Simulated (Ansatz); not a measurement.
# Geometry relaxation of HfO$_{2}$ (part 1 of 2)

HfO$_{2}$ (slab, 9 atoms in the cell), computed with DFT PBEsol, scalar-relativistic, plane waves, PAW, no spin polarisation (Ansatz 0.2.0).

The structure derives from an entry of the Crystallography Open Database. The input holds or restrains some coordinates. Forces given for the steps count only the free coordinates. It belongs to a series of runs on one base structure; here: clean slab, lower half held.

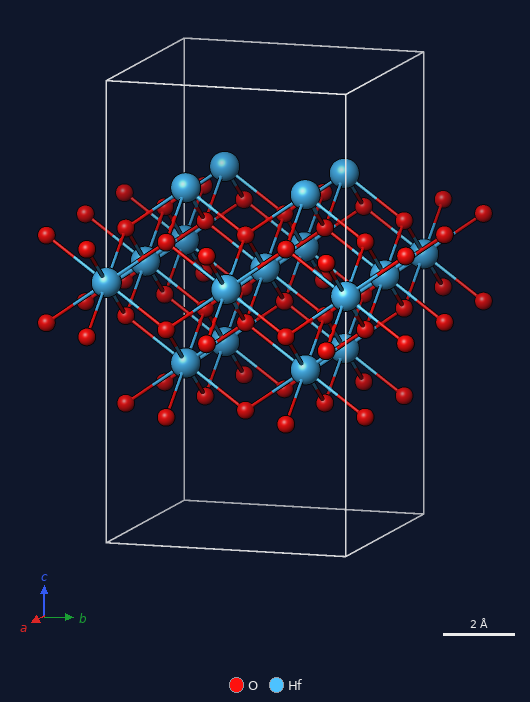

Fig. 1: The structure as given in the input (ball-and-stick view of the 2 × 2 repeat of the cell, with the vacuum cut short, seen slightly off an axis; bonded neighbours outside the cell are drawn too). An atom can appear more than once, as a periodic image.

Summary:

```tsv
quantity	value
outcome	converged under the restraints of the input
electrons treated	114
free energy	−50165.6997 eV
work function, top face	4.98 eV
work function, bottom face	9.32 eV
Fermi energy	1.144 eV
gap on the k-point mesh	none (metallic)
final volume	296.45 Å³
work function (upper face)	4.98 eV
largest force (length of the vector) at the end, held atoms and coordinates included	7.680 eV/Å
hardware	2 threads of Arm Neoverse V2, 128 GiB of memory available, shared host
wall time	1.7 min (CPU time 3.1 min)
peak memory	0.69 GiB
```

Remarks:

Warnings of the run: the exchange-correlation potential is rough where the density is thin. Spin–orbit coupling is left out, which matters for Hf.

Input:
```yaml
crystal:
  lattice:
    - [3.5665804215, 0.0, 0.0]
    - [0.0, 3.5665804215, 0.0]
    - [0.0, 0.0, 23.3048830043]
  atoms:
    - { symbol: O, position: [0.5, 0.0, 0.36473043] }
    - { symbol: O, position: [0.0, 0.5, 0.36473043] }
    - { symbol: Hf, position: [0.5, 0.5, 0.418838258] }
    - { symbol: O, position: [0.0, 0.5, 0.472946086] }
    - { symbol: O, position: [0.5, 0.0, 0.472946086] }
    - { symbol: Hf, position: [0.0, 0.0, 0.527053914] }
    - { symbol: O, position: [0.5, 0.0, 0.581161742] }
    - { symbol: O, position: [0.0, 0.5, 0.581161742] }
    - { symbol: Hf, position: [0.5, 0.5, 0.63526957] }
basis:
  ecutwfc: 420
kpoints:
  mp_grid: { grid: [8, 8, 1] }
hamiltonian:
  xc: pbesol
scf:
  occupations: { method: gaussian, width: 0.05 }
output:
  forces: true
  eigenvalues: true
  write_density: true
  write_potential: true
  elf: true
  volumetric_format: npy
relax:
  adjacent_minimum: "off"
  f_tol: 0.03
  max_steps: 70
  constraints: [{ sites: [0, 1, 2, 3, 4] }]
efield:
  axis: 3
  dipole_correction: true
  ramp_width: 0.04
```

Run as:
```bash
ansatz run input.yaml --threads 2 --pin off --max-ram 5120MiB --backend cpu --events-out ev --progress --plain --runs-dir out
```

Output:
```
Engine: ansatz 0.2.0, aarch64-unknown-linux-gnu
Pseudopotentials: kind: paw
Pseudopotential: O, paw, valence charge 6, recommended cutoff 420 eV (normal), O.paw.azcp
Pseudopotential: Hf, paw, valence charge 26, recommended cutoff 420 eV (normal), Hf.paw.azcp
Functional definition: PBEsol
  exchange = pbesol_x
  correlation = pbesol_c
Crystal: 9 atoms, lattice volume = 296.450 Å³
Basis set: ecut = 420 eV, 5801 PW (Γ), exchange–correlation on 48×48×320 points (8 copies of the dense FFT grid, shifted against one another)
Bands: 69, of which v1, the nominal top of the filled ones, is band 57 counted from 1 (56 counted from 0)
Symmetry: 8 space group operations
Space group: P4mm (ITA 99), of the structure as read, at distance tolerance 6.7e-5 Å
k-points: 15 of 64
Non-local potential: O, projectors of the file, l = 0: 2, l = 1: 2, l = 2: 1
Non-local potential: Hf, projectors of the file, l = 0: 3, l = 1: 2, l = 2: 2, l = 3: 3
PAW form: soft (Blöchl's): semilocal exchange-correlation on the pseudo side does not see the compensation charge
PAW frozen core: O, regenerated for the run's functional, and the local potential with it (the file was generated under x = pbe(κ = 0.804, μ = 0.2195149727645171), c = pbe(β = 0.06672455060314922))
PAW frozen core: Hf, regenerated for the run's functional, and the local potential with it (the file was generated under x = pbe(κ = 0.804, μ = 0.2195149727645171), c = pbe(β = 0.06672455060314922))
PAW one-centre angular grid: O, 110 points (default); XC on 64 Gauss nodes
PAW one-centre angular grid: Hf, 590 points (default); XC on 64 Gauss nodes
Initial density: superposition of atomic densities (neutral atoms: chi_scale 0, normalization atom), corrected by the library's trained network
Initial wavefunctions: pseudopotential atomic-orbital guess
Functional: x = pbesol(κ = 0.804, μ = 0.12345679012345678), c = pbesol(β = 0.046)
SCF iter   1: F=—  HF=-50164.983987 eV  |F-HF|=—  |Δ(HF+E_count)|=         —  Δρ=9.69e-3  dr2=1.19e0  ethr=1.77e-3  p=0.274 e·Å  D=1.67e-1 V/Å  ΔV_dip=-3.90 eV  dr2_dipole=5.24e-1  V_vac-E_F(+/−)=5.33/9.23 eV  ⟨swp⟩=7.3  Hψ=4139  notcnv=0  defer=42
efield: sawtooth ramp at fractional position 0.9800 (placed from the atoms, in the widest stretch of the axis that holds none; the zero of the levels goes with the place), width 0.0400; the density the first Hamiltonian is built on has a dipole p = 0.274 e·Å; the dipole correction subtracts the counter field D = 1.67e-1 V/Å, which shifts the + side's vacuum level by -3.90 eV against the − side's; the planar-averaged density in the ramp window peaks in size at 5.8e-5 e/Å³
preconditioner: auto → LDOS  [insulator: Δε(μ)=0.077 eV  Ē_g=16.575 eV  σ=0.050 eV  W_gap=0.66  n_scr=60 (ndim 8)  ℏωp=22.4 eV  f_vac=0.595  D(μ)=4.94/eV (n_scr^D=12)  ε∞_Penn≈2.8  β→1.0]
SCF iter   2: F=—  HF=-50165.040004 eV  |F-HF|=—  |Δ(HF+E_count)|=   5.60e-2  Δρ=1.55e-2  dr2=5.84e-1  ethr=1.04e-3  p=0.330 e·Å  D=2.02e-1 V/Å  ΔV_dip=-4.70 eV  dr2_dipole=8.38e-3  V_vac-E_F(+/−)=4.94/9.64 eV  ⟨swp⟩=2.7  Hψ=1973  notcnv=0  defer=97
SCF iter   3: F=—  HF=-50164.902906 eV  |F-HF|=—  |Δ(HF+E_count)|=   1.37e-1  Δρ=2.85e-3  dr2=4.88e-2  ethr=5.12e-4  p=0.327 e·Å  D=2.00e-1 V/Å  ΔV_dip=-4.66 eV  dr2_dipole=1.12e-2  V_vac-E_F(+/−)=4.96/9.62 eV  ⟨swp⟩=2.2  Hψ=1682  notcnv=0  defer=97
SCF iter   4: F=—  HF=-50164.897477 eV  |F-HF|=—  |Δ(HF+E_count)|=   5.43e-3  Δρ=9.53e-4  dr2=3.69e-3  ethr=4.28e-5  p=0.324 e·Å  D=1.98e-1 V/Å  ΔV_dip=-4.61 eV  dr2_dipole=7.81e-5  V_vac-E_F(+/−)=4.96/9.57 eV  ⟨swp⟩=2.1  Hψ=1655  notcnv=0  defer=96
SCF iter   5: F=—  HF=-50164.897633 eV  |F-HF|=—  |Δ(HF+E_count)|=   1.56e-4  Δρ=4.57e-4  dr2=8.40e-4  ethr=3.24e-6  p=0.325 e·Å  D=1.98e-1 V/Å  ΔV_dip=-4.62 eV  dr2_dipole=1.18e-4  V_vac-E_F(+/−)=4.94/9.56 eV  ⟨swp⟩=2.0  Hψ=1768  notcnv=0  defer=96
SCF iter   6: F=—  HF=-50164.897502 eV  |F-HF|=—  |Δ(HF+E_count)|=   1.31e-4  Δρ=2.54e-4  dr2=6.19e-4  ethr=7.37e-7  p=0.326 e·Å  D=1.99e-1 V/Å  ΔV_dip=-4.63 eV  dr2_dipole=2.69e-4  V_vac-E_F(+/−)=4.93/9.56 eV  ⟨swp⟩=2.8  Hψ=2055  notcnv=0  defer=96
SCF iter   7: F=—  HF=-50164.897502 eV  |F-HF|=—  |Δ(HF+E_count)|=   3.40e-7  Δρ=1.34e-4  dr2=4.62e-5  ethr=5.43e-7  p=0.326 e·Å  D=1.99e-1 V/Å  ΔV_dip=-4.64 eV  dr2_dipole=4.16e-9  V_vac-E_F(+/−)=4.93/9.56 eV  ⟨swp⟩=2.1  Hψ=1392  notcnv=0  defer=96
SCF iter   8: F=-50164.897499 eV  HF=-50164.897507 eV  |F-HF|=7.83e-6  |Δ(HF+E_count)|=   4.68e-6  Δρ=4.96e-5  dr2=1.63e-5  ethr=1.97e-8  p=0.326 e·Å  D=1.99e-1 V/Å  ΔV_dip=-4.64 eV  dr2_dipole=5.70e-6  V_vac-E_F(+/−)=4.92/9.56 eV  ⟨swp⟩=24.3  Hψ=13368  notcnv=0
SCF 1 converged in 8 iterations: F = -50164.897499 eV  dr2 = 1.63e-5
  greatest PAW one-centre occupation: 0.999 electrons in one spin orbital (limit 2), on the Hf atom at site 5 (counted from 0), in its partial waves of l = 3
relax step   1: F+E_penalty+E_count = -50164.89749934 eV  Δ(F+E_penalty+E_count) = +0.000e0 eV  max|allowed force component| = 3.424e0 eV/Å  Δτ_max = 0.0000 Å  (8 SCF iters, dr2 threshold 2.25e-5 eV, accepted)
Initial density: handed on by an earlier stage of this run
Initial wavefunctions: those handed on with the density
iter 1 solved again at ethr=1.05e-3 eV; its pass at ethr=3.10e-3 eV (dr2=1.19e0 eV) is discarded
SCF iter   1: F=—  HF=-50165.675911 eV  |F-HF|=—  |Δ(HF+E_count)|=         —  Δρ=1.15e-2  dr2=1.19e0  ethr=1.05e-3  p=0.326 e·Å  D=1.99e-1 V/Å  ΔV_dip=-4.64 eV  dr2_dipole=2.44e-1  V_vac-E_F(+/−)=4.73/9.37 eV  ⟨swp⟩=1.1  Hψ=4028  notcnv=0  defer=56
efield: sawtooth ramp at fractional position 0.9800 (handed on by an earlier solve), width 0.0400; the density the first Hamiltonian is built on has a dipole p = 0.326 e·Å; the dipole correction subtracts the counter field D = 1.99e-1 V/Å, which shifts the + side's vacuum level by -4.64 eV against the − side's; the planar-averaged density in the ramp window peaks in size at 2.7e-6 e/Å³
preconditioner: auto → LDOS  [insulator: Δε(μ)=0.073 eV  Ē_g=16.816 eV  σ=0.050 eV  W_gap=0.64  n_scr=60 (ndim 8)  ℏωp=22.4 eV  f_vac=0.603  D(μ)=5.86/eV (n_scr^D=34)  ε∞_Penn≈2.8  β→1.0]
SCF iter   2: F=—  HF=-50165.599691 eV  |F-HF|=—  |Δ(HF+E_count)|=   7.62e-2  Δρ=6.70e-3  dr2=3.09e-1  ethr=1.04e-3  p=0.327 e·Å  D=2.00e-1 V/Å  ΔV_dip=-4.65 eV  dr2_dipole=6.00e-2  V_vac-E_F(+/−)=4.84/9.50 eV  ⟨swp⟩=3.2  Hψ=1758  notcnv=0  defer=56
SCF iter   3: F=—  HF=-50165.607664 eV  |F-HF|=—  |Δ(HF+E_count)|=   7.97e-3  Δρ=4.87e-3  dr2=4.72e-1  ethr=2.71e-4  p=0.321 e·Å  D=1.96e-1 V/Å  ΔV_dip=-4.57 eV  dr2_dipole=1.87e-1  V_vac-E_F(+/−)=4.89/9.46 eV  ⟨swp⟩=3.5  Hψ=2175  notcnv=0  defer=91
SCF iter   4: F=—  HF=-50165.582673 eV  |F-HF|=—  |Δ(HF+E_count)|=   2.50e-2  Δρ=1.07e-3  dr2=1.63e-2  ethr=2.71e-4  p=0.319 e·Å  D=1.94e-1 V/Å  ΔV_dip=-4.53 eV  dr2_dipole=1.88e-3  V_vac-E_F(+/−)=4.95/9.48 eV  ⟨swp⟩=2.5  Hψ=1494  notcnv=0  defer=91
SCF iter   5: F=—  HF=-50165.582969 eV  |F-HF|=—  |Δ(HF+E_count)|=   2.96e-4  Δρ=6.30e-4  dr2=1.48e-2  ethr=1.43e-5  p=0.314 e·Å  D=1.92e-1 V/Å  ΔV_dip=-4.47 eV  dr2_dipole=6.95e-3  V_vac-E_F(+/−)=5.00/9.47 eV  ⟨swp⟩=2.9  Hψ=1739  notcnv=0  defer=91
SCF iter   6: F=—  HF=-50165.582567 eV  |F-HF|=—  |Δ(HF+E_count)|=   4.02e-4  Δρ=3.25e-4  dr2=3.83e-3  ethr=1.30e-5  p=0.312 e·Å  D=1.90e-1 V/Å  ΔV_dip=-4.44 eV  dr2_dipole=1.83e-3  V_vac-E_F(+/−)=5.03/9.47 eV  ⟨swp⟩=1.0  Hψ=956  notcnv=0  defer=91
SCF iter   7: F=—  HF=-50165.582513 eV  |F-HF|=—  |Δ(HF+E_count)|=   5.35e-5  Δρ=1.39e-4  dr2=1.17e-4  ethr=3.36e-6  p=0.310 e·Å  D=1.89e-1 V/Å  ΔV_dip=-4.41 eV  dr2_dipole=4.60e-5  V_vac-E_F(+/−)=5.06/9.47 eV  ⟨swp⟩=2.0  Hψ=1085  notcnv=0  defer=91
SCF iter   8: F=—  HF=-50165.582566 eV  |F-HF|=—  |Δ(HF+E_count)|=   5.29e-5  Δρ=1.14e-4  dr2=2.56e-4  ethr=1.03e-7  p=0.309 e·Å  D=1.89e-1 V/Å  ΔV_dip=-4.40 eV  dr2_dipole=8.83e-5  V_vac-E_F(+/−)=5.06/9.46 eV  ⟨swp⟩=2.2  Hψ=1799  notcnv=0  defer=91
SCF iter   9: F=-50165.582484 eV  HF=-50165.582567 eV  |F-HF|=8.28e-5  |Δ(HF+E_count)|=   9.84e-7  Δρ=5.32e-5  dr2=6.52e-5  ethr=8.77e-8  p=0.309 e·Å  D=1.89e-1 V/Å  ΔV_dip=-4.40 eV  dr2_dipole=2.26e-5  V_vac-E_F(+/−)=5.07/9.47 eV  ⟨swp⟩=23.2  Hψ=13468  notcnv=0
SCF 2 converged in 9 iterations: F = -50165.582484 eV  dr2 = 6.52e-5
  Residual-converged pass: ⟨swp⟩=1.0  Hψ=1095  notcnv=0  max |occ|·‖R‖ = 6.9e-9 eV (tolerance 1.0e-8 eV)  dr2=6.52e-5  dr2_onsite=1.80e-6  max |Δocc| = 6.5e-11
relax step   2: F+E_penalty+E_count = -50165.58248416 eV  Δ(F+E_penalty+E_count) = -6.850e-1 eV  max|allowed force component| = 1.922e0 eV/Å  Δτ_max = 0.1964 Å  (9 SCF iters, dr2 threshold 1.00e-4 eV, accepted)
iter 1 solved again at ethr=2.84e-4 eV; its pass at ethr=3.10e-3 eV (dr2=3.24e-1 eV) is discarded
SCF iter   1: F=—  HF=-50165.755711 eV  |F-HF|=—  |Δ(HF+E_count)|=         —  Δρ=6.42e-3  dr2=3.22e-1  ethr=2.84e-4  p=0.309 e·Å  D=1.89e-1 V/Å  ΔV_dip=-4.40 eV  dr2_dipole=2.54e-4  V_vac-E_F(+/−)=4.95/9.34 eV  ⟨swp⟩=2.0  Hψ=3325  notcnv=0  defer=90
efield: sawtooth ramp at fractional position 0.9800 (handed on by an earlier solve), width 0.0400; the density the first Hamiltonian is built on has a dipole p = 0.309 e·Å; the dipole correction subtracts the counter field D = 1.89e-1 V/Å, which shifts the + side's vacuum level by -4.40 eV against the − side's; the planar-averaged density in the ramp window peaks in size at 3.3e-6 e/Å³
preconditioner: auto → LDOS  [insulator: Δε(μ)=0.126 eV  Ē_g=16.931 eV  σ=0.050 eV  W_gap=0.68  n_scr=60 (ndim 8)  ℏωp=22.4 eV  f_vac=0.602  D(μ)=4.46/eV (n_scr^D=12)  ε∞_Penn≈2.8  β→1.0]
SCF iter   2: F=—  HF=-50165.708780 eV  |F-HF|=—  |Δ(HF+E_count)|=   4.69e-2  Δρ=5.26e-3  dr2=2.39e-1  ethr=2.83e-4  p=0.313 e·Å  D=1.91e-1 V/Å  ΔV_dip=-4.45 eV  dr2_dipole=2.83e-2  V_vac-E_F(+/−)=4.91/9.36 eV  ⟨swp⟩=4.0  Hψ=2096  notcnv=0  defer=90
SCF iter   3: F=—  HF=-50165.677817 eV  |F-HF|=—  |Δ(HF+E_count)|=   3.10e-2  Δρ=2.21e-3  dr2=3.72e-2  ethr=2.10e-4  p=0.306 e·Å  D=1.87e-1 V/Å  ΔV_dip=-4.36 eV  dr2_dipole=1.00e-2  V_vac-E_F(+/−)=4.93/9.29 eV  ⟨swp⟩=3.3  Hψ=1611  notcnv=0  defer=90
SCF iter   4: F=—  HF=-50165.674994 eV  |F-HF|=—  |Δ(HF+E_count)|=   2.82e-3  Δρ=9.93e-4  dr2=9.09e-3  ethr=3.27e-5  p=0.307 e·Å  D=1.87e-1 V/Å  ΔV_dip=-4.36 eV  dr2_dipole=2.60e-3  V_vac-E_F(+/−)=4.94/9.30 eV  ⟨swp⟩=2.9  Hψ=1765  notcnv=0  defer=90
SCF iter   5: F=—  HF=-50165.675684 eV  |F-HF|=—  |Δ(HF+E_count)|=   6.90e-4  Δρ=9.34e-4  dr2=2.21e-3  ethr=7.97e-6  p=0.306 e·Å  D=1.87e-1 V/Å  ΔV_dip=-4.35 eV  dr2_dipole=1.88e-5  V_vac-E_F(+/−)=4.95/9.30 eV  ⟨swp⟩=2.7  Hψ=1659  notcnv=0  defer=90
SCF iter   6: F=—  HF=-50165.675277 eV  |F-HF|=—  |Δ(HF+E_count)|=   4.07e-4  Δρ=1.75e-4  dr2=9.37e-5  ethr=1.94e-6  p=0.306 e·Å  D=1.87e-1 V/Å  ΔV_dip=-4.35 eV  dr2_dipole=1.56e-6  V_vac-E_F(+/−)=4.95/9.30 eV  ⟨swp⟩=2.9  Hψ=1711  notcnv=0  defer=90
SCF iter   7: F=—  HF=-50165.675402 eV  |F-HF|=—  |Δ(HF+E_count)|=   1.25e-4  Δρ=9.81e-5  dr2=4.09e-5  ethr=8.22e-8  p=0.305 e·Å  D=1.86e-1 V/Å  ΔV_dip=-4.34 eV  dr2_dipole=4.15e-6  V_vac-E_F(+/−)=4.96/9.30 eV  ⟨swp⟩=25.9  Hψ=14531  notcnv=0
SCF iter   8: F=-50165.675395 eV  HF=-50165.675392 eV  |F-HF|=3.29e-6  |Δ(HF+E_count)|=   1.05e-5  Δρ=4.00e-5  dr2=8.63e-6  ethr=3.59e-8  p=0.305 e·Å  D=1.86e-1 V/Å  ΔV_dip=-4.34 eV  dr2_dipole=1.02e-6  V_vac-E_F(+/−)=4.96/9.30 eV  ⟨swp⟩=14.9  Hψ=11466  notcnv=0
SCF 3 converged in 8 iterations: F = -50165.675395 eV  dr2 = 8.63e-6
  greatest PAW one-centre occupation: 0.999 electrons in one spin orbital (limit 2), on the Hf atom at site 2 (counted from 0), in its partial waves of l = 3
relax step   3: F+E_penalty+E_count = -50165.67539505 eV  Δ(F+E_penalty+E_count) = -9.291e-2 eV  max|allowed force component| = 8.938e-1 eV/Å  Δτ_max = 0.0921 Å  (8 SCF iters, dr2 threshold 1.00e-4 eV, accepted)
SCF iter   1: F=—  HF=-50165.714192 eV  |F-HF|=—  |Δ(HF+E_count)|=         —  Δρ=3.52e-3  dr2=1.02e-1  ethr=1.26e-3  p=0.305 e·Å  D=1.86e-1 V/Å  ΔV_dip=-4.34 eV  dr2_dipole=2.04e-2  V_vac-E_F(+/−)=4.95/9.29 eV  ⟨swp⟩=4.3  Hψ=2198  notcnv=0  defer=89
efield: sawtooth ramp at fractional position 0.9800 (handed on by an earlier solve), width 0.0400; the density the first Hamiltonian is built on has a dipole p = 0.305 e·Å; the dipole correction subtracts the counter field D = 1.86e-1 V/Å, which shifts the + side's vacuum level by -4.34 eV against the − side's; the planar-averaged density in the ramp window peaks in size at 3.2e-6 e/Å³
preconditioner: auto → LDOS  [insulator: Δε(μ)=0.103 eV  Ē_g=16.997 eV  σ=0.050 eV  W_gap=0.62  n_scr=60 (ndim 8)  ℏωp=22.4 eV  f_vac=0.604  D(μ)=4.81/eV (n_scr^D=12)  ε∞_Penn≈2.7  β→1.0]
SCF iter   2: F=—  HF=-50165.700502 eV  |F-HF|=—  |Δ(HF+E_count)|=   1.37e-2  Δρ=1.69e-3  dr2=1.81e-2  ethr=8.97e-5  p=0.305 e·Å  D=1.86e-1 V/Å  ΔV_dip=-4.33 eV  dr2_dipole=3.11e-3  V_vac-E_F(+/−)=4.99/9.33 eV  ⟨swp⟩=2.5  Hψ=1899  notcnv=0  defer=90
SCF iter   3: F=—  HF=-50165.698534 eV  |F-HF|=—  |Δ(HF+E_count)|=   1.97e-3  Δρ=5.89e-4  dr2=3.41e-3  ethr=1.59e-5  p=0.306 e·Å  D=1.87e-1 V/Å  ΔV_dip=-4.36 eV  dr2_dipole=1.25e-3  V_vac-E_F(+/−)=4.98/9.34 eV  ⟨swp⟩=2.9  Hψ=1987  notcnv=0  defer=90
SCF iter   4: F=—  HF=-50165.698247 eV  |F-HF|=—  |Δ(HF+E_count)|=   2.87e-4  Δρ=2.42e-4  dr2=7.68e-4  ethr=2.99e-6  p=0.306 e·Å  D=1.86e-1 V/Å  ΔV_dip=-4.35 eV  dr2_dipole=3.03e-4  V_vac-E_F(+/−)=4.98/9.33 eV  ⟨swp⟩=2.4  Hψ=1647  notcnv=0  defer=90
SCF iter   5: F=—  HF=-50165.698384 eV  |F-HF|=—  |Δ(HF+E_count)|=   1.37e-4  Δρ=3.68e-4  dr2=4.58e-4  ethr=6.74e-7  p=0.305 e·Å  D=1.86e-1 V/Å  ΔV_dip=-4.34 eV  dr2_dipole=1.34e-5  V_vac-E_F(+/−)=4.98/9.33 eV  ⟨swp⟩=2.7  Hψ=1649  notcnv=0  defer=90
SCF iter   6: F=-50165.698292 eV  HF=-50165.698291 eV  |F-HF|=1.18e-6  |Δ(HF+E_count)|=   9.30e-5  Δρ=4.48e-5  dr2=1.39e-5  ethr=8.77e-8  p=0.305 e·Å  D=1.86e-1 V/Å  ΔV_dip=-4.34 eV  dr2_dipole=1.82e-6  V_vac-E_F(+/−)=4.98/9.32 eV  ⟨swp⟩=23.5  Hψ=14327  notcnv=0
SCF 4 converged in 6 iterations: F = -50165.698292 eV  dr2 = 1.39e-5
relax step   4: F+E_penalty+E_count = -50165.69829237 eV  Δ(F+E_penalty+E_count) = -2.290e-2 eV  max|allowed force component| = 9.902e-2 eV/Å  Δτ_max = 0.0611 Å  (6 SCF iters, dr2 threshold 1.00e-4 eV, accepted)
SCF iter   1: F=—  HF=-50165.700418 eV  |F-HF|=—  |Δ(HF+E_count)|=         —  Δρ=8.47e-4  dr2=3.15e-3  ethr=5.48e-5  p=0.305 e·Å  D=1.86e-1 V/Å  ΔV_dip=-4.34 eV  dr2_dipole=4.51e-4  V_vac-E_F(+/−)=4.99/9.33 eV  ⟨swp⟩=2.4  Hψ=2074  notcnv=0  defer=89
efield: sawtooth ramp at fractional position 0.9800 (handed on by an earlier solve), width 0.0400; the density the first Hamiltonian is built on has a dipole p = 0.305 e·Å; the dipole correction subtracts the counter field D = 1.86e-1 V/Å, which shifts the + side's vacuum level by -4.34 eV against the − side's; the planar-averaged density in the ramp window peaks in size at 3.5e-6 e/Å³
preconditioner: auto → LDOS  [insulator: Δε(μ)=0.112 eV  Ē_g=16.964 eV  σ=0.050 eV  W_gap=0.61  n_scr=60 (ndim 8)  ℏωp=22.4 eV  f_vac=0.604  D(μ)=4.19/eV (n_scr^D=10)  ε∞_Penn≈2.7  β→1.0]
SCF iter   2: F=—  HF=-50165.699845 eV  |F-HF|=—  |Δ(HF+E_count)|=   5.73e-4  Δρ=3.92e-4  dr2=7.37e-4  ethr=2.76e-6  p=0.305 e·Å  D=1.86e-1 V/Å  ΔV_dip=-4.34 eV  dr2_dipole=9.94e-5  V_vac-E_F(+/−)=4.98/9.32 eV  ⟨swp⟩=2.5  Hψ=1927  notcnv=0  defer=89
SCF iter   3: F=—  HF=-50165.699803 eV  |F-HF|=—  |Δ(HF+E_count)|=   4.19e-5  Δρ=1.39e-4  dr2=1.01e-4  ethr=6.47e-7  p=0.305 e·Å  D=1.86e-1 V/Å  ΔV_dip=-4.34 eV  dr2_dipole=1.35e-8  V_vac-E_F(+/−)=4.98/9.33 eV  ⟨swp⟩=3.0  Hψ=1939  notcnv=0  defer=89
SCF iter   4: F=—  HF=-50165.699783 eV  |F-HF|=—  |Δ(HF+E_count)|=   1.97e-5  Δρ=3.75e-5  dr2=6.90e-6  ethr=8.85e-8  p=0.305 e·Å  D=1.86e-1 V/Å  ΔV_dip=-4.34 eV  dr2_dipole=1.46e-7  V_vac-E_F(+/−)=4.98/9.32 eV  ⟨swp⟩=2.8  Hψ=1841  notcnv=0  defer=89
SCF iter   5: F=—  HF=-50165.699743 eV  |F-HF|=—  |Δ(HF+E_count)|=   4.05e-5  Δρ=1.80e-5  dr2=1.54e-6  ethr=6.05e-9  p=0.305 e·Å  D=1.86e-1 V/Å  ΔV_dip=-4.34 eV  dr2_dipole=1.83e-7  V_vac-E_F(+/−)=4.98/9.32 eV  ⟨swp⟩=3.1  Hψ=2189  notcnv=0  defer=89
SCF iter   6: F=—  HF=-50165.699743 eV  |F-HF|=—  |Δ(HF+E_count)|=   4.89e-7  Δρ=8.05e-6  dr2=6.12e-7  ethr=1.35e-9  p=0.305 e·Å  D=1.86e-1 V/Å  ΔV_dip=-4.34 eV  dr2_dipole=1.92e-7  V_vac-E_F(+/−)=4.98/9.32 eV  ⟨swp⟩=2.3  Hψ=1673  notcnv=0  defer=89
SCF iter   7: F=—  HF=-50165.699744 eV  |F-HF|=—  |Δ(HF+E_count)|=   4.65e-7  Δρ=6.07e-6  dr2=2.18e-7  ethr=5.37e-10  p=0.305 e·Å  D=1.86e-1 V/Å  ΔV_dip=-4.34 eV  dr2_dipole=4.27e-8  V_vac-E_F(+/−)=4.98/9.32 eV  ⟨swp⟩=2.3  Hψ=1488  notcnv=0  defer=89
SCF iter   8: F=-50165.699744 eV  HF=-50165.699744 eV  |F-HF|=1.33e-7  |Δ(HF+E_count)|=   9.91e-9  Δρ=3.14e-6  dr2=4.27e-8  ethr=8.77e-11  p=0.305 e·Å  D=1.86e-1 V/Å  ΔV_dip=-4.34 eV  dr2_dipole=7.37e-9  V_vac-E_F(+/−)=4.98/9.32 eV  ⟨swp⟩=20.3  Hψ=10366  notcnv=0
SCF 5 converged in 8 iterations: F = -50165.699744 eV  dr2 = 4.27e-8
relax step   5: F+E_penalty+E_count = -50165.69974370 eV  Δ(F+E_penalty+E_count) = -1.451e-3 eV  max|allowed force component| = 1.237e-2 eV/Å  Δτ_max = 0.0152 Å  (8 SCF iters, accepted)
```
